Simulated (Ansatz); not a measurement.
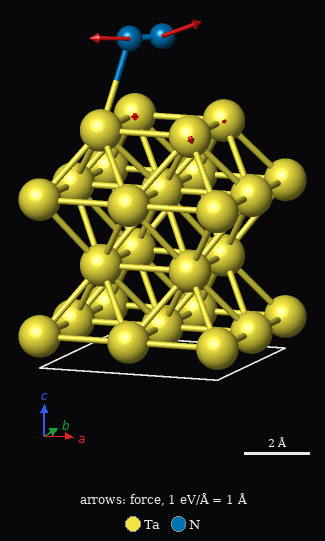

Starting geometry of a slab of composition Ta8N (cut from the Fm-3m phase) with the computed forces as red arrows. Style: ball-and-stick. Shown: the cell of the calculation, outlined in the plane, without the vacuum (origin shifted), slightly off an axis.

Case: 1 N2 a cell, flat, over a Ta atom of a lower plane. The slab is the (1 0 0) face of Ta with N2 on it. 8 atoms are held fixed.

The calculation used Ansatz 0.2.0, DFT PBE+D3(BJ), scalar-relativistic, plane waves, PAW.

The input:
```yaml
crystal:
  lattice:
    - [5.9136804077, 0.0, 0.0]
    - [0.0, 5.9136804077, 0.0]
    - [0.0, 0.0, 24.272405277]
  atoms:
    - { symbol: Ta, position: [0.25, 0.25, 0.3295923872] }
    - { symbol: Ta, position: [0.25, 0.75, 0.3295923872] }
    - { symbol: Ta, position: [0.75, 0.25, 0.3295923872] }
    - { symbol: Ta, position: [0.75, 0.75, 0.3295923872] }
    - { symbol: Ta, position: [0.5, 0.5, 0.4157314301] }
    - { symbol: Ta, position: [0.5, 0.0, 0.4157314301] }
    - { symbol: Ta, position: [0.0, 0.5, 0.4157314301] }
    - { symbol: Ta, position: [0.0, 0.0, 0.4157314301] }
    - { symbol: Ta, position: [0.75, 0.75, 0.5076605309] }
    - { symbol: Ta, position: [0.75, 0.25, 0.5076605309] }
    - { symbol: Ta, position: [0.25, 0.75, 0.5076605309] }
    - { symbol: Ta, position: [0.25, 0.25, 0.5076605309] }
    - { symbol: Ta, position: [0.0, 0.0, 0.5911574277] }
    - { symbol: Ta, position: [0.0, 0.5, 0.5911574277] }
    - { symbol: Ta, position: [0.5, 0.0, 0.5911574277] }
    - { symbol: Ta, position: [0.5, 0.5, 0.5911574277] }
    - { symbol: "N", position: [0.75, 0.75, 0.7073387443] }
    - { symbol: "N", position: [0.6122515222, 0.6250064731, 0.7073387443] }
basis:
  ecutwfc: 420
kpoints:
  mp_grid: { grid: [3, 3, 1] }
hamiltonian:
  xc: pbe
  dispersion: d3bj
scf:
  occupations: { method: gaussian, width: 0.1 }
output:
  forces: true
  eigenvalues: true
  write_density: true
  write_potential: true
  elf: true
  volumetric_format: npy
relax:
  adjacent_minimum: "off"
  f_tol: 0.04
  max_steps: 100
  constraints: [{ sites: [0, 1, 2, 3, 4, 5, 6, 7] }]
efield:
  axis: 3
  dipole_correction: true
  ramp_width: 0.04
```

Run as
```bash
ansatz run input.yaml --threads 4 --pin off --max-ram 12288MiB --backend cpu --events-out ev --progress --plain --runs-dir out
```

> Is this structure relaxed? If not, where do the atoms go?

It isn't relaxed: the largest force vector, on N17, is 1.38 eV/Å. The final displacements run against the starting forces (cosine between the two patterns −0.31). The energy falls by 1.252 eV per cell of the calculation in 21 accepted moves (24 points after the start). The largest force component goes from 0.99 to 0.038 eV/Å. The line search rejected the trial steps at points 9, 21, 23 of the run. The atom that moves furthest is N17 (1.28 Å at 66° to the normal (+c side)). By element the largest moves are N 1.28 Å, Ta 0.52 Å. The cell stays as it was. Near-neighbour distances that change, for instance: Ta16–N18 2.990 → 2.141 Å, Ta14–Ta15 4.182 → 3.460 Å, Ta13–Ta16 4.182 → 3.562 Å, Ta12–Ta16 2.912 → 3.479 Å. Among the angles between lasting bonds that change: Ta16–N18–N17 109.3° → 177.0°.

Limits of the set-up: the periodic images lie only 5.9 Å apart, so the values are limited by the cell's size.
